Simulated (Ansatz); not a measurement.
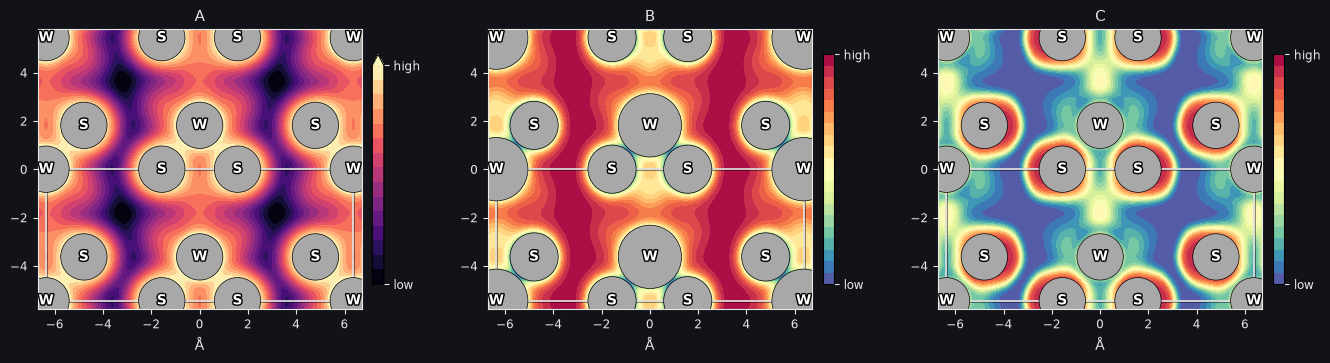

WS₂: 3 fields on the (110) plane of the conventional cell, with unlabelled colour scales. Grey discs cover the atomic cores.

Space group P6₃/mmc.

Computed with DFT PBEsol, scalar-relativistic, plane waves, PAW (Ansatz).

Question: Which field does each panel show? The fields are: electron localisation function, electrostatic potential energy of an electron and valence pseudo-density.

Answer: Panel A: valence pseudo-density. Panel B: electrostatic potential energy of an electron (low next to the atoms, rising into the space between them). Panel C: electron localisation function.
